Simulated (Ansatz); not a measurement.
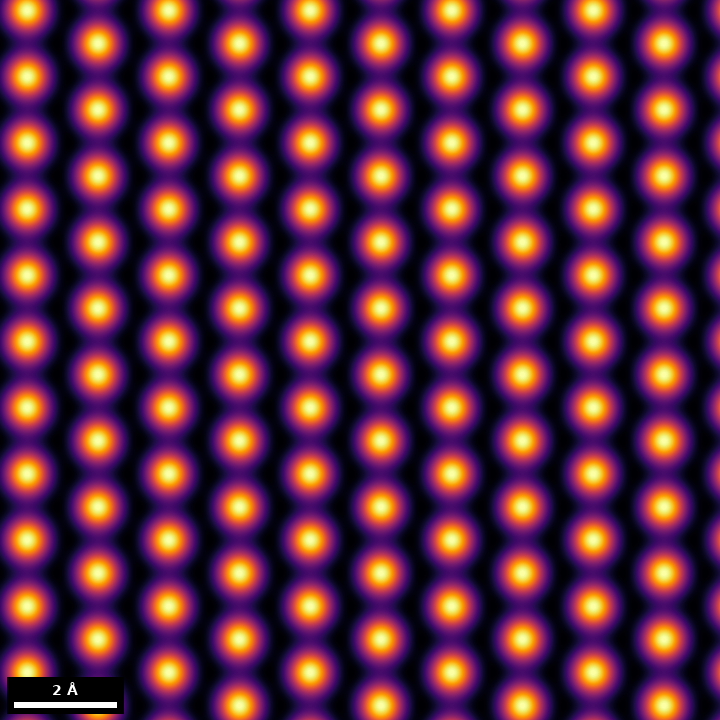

iDPC-like image of Ta (P6/mmm, No. 191). Simulated as the projected potential of neutral atoms (B = 0.5 Å²) blurred by a 0.62 Å probe, the thin-sample limit of integrated differential phase contrast. Structure used: the input geometry of an electronic-structure calculation (not necessarily at equilibrium); the starting structure was generated, so it need not be a known form of this composition.

```cif
data_structure
_symmetry_space_group_name_H-M 'P6/mmm'
_symmetry_Int_Tables_number 191
_cell_length_a 4.7660
_cell_length_b 4.7660
_cell_length_c 2.6739
_cell_angle_alpha 90.000
_cell_angle_beta 90.000
_cell_angle_gamma 120.000
_cell_volume 52.60
loop_
_atom_site_label
_atom_site_type_symbol
_atom_site_symmetry_multiplicity
_atom_site_Wyckoff_symbol
_atom_site_fract_x
_atom_site_fract_y
_atom_site_fract_z
_atom_site_occupancy
Ta1 Ta 1 a 0.00000 0.00000 0.00000 1
Ta2 Ta 2 d 0.33333 0.66667 0.50000 1
```

Q: Which beam direction gives this image, [210], [001], [102] or [201]? (Directions equivalent by symmetry count as one.)

A: [201]. The projected cells are 2.38 × 2.67 Å, 90° for [210]; 2.75 × 2.75 Å, 120° for [001]; 1.78 × 4.13 Å, 90° for [102]; 1.29 × 1.52 Å, 115° for [201], and the image repeats as the [201] one does.
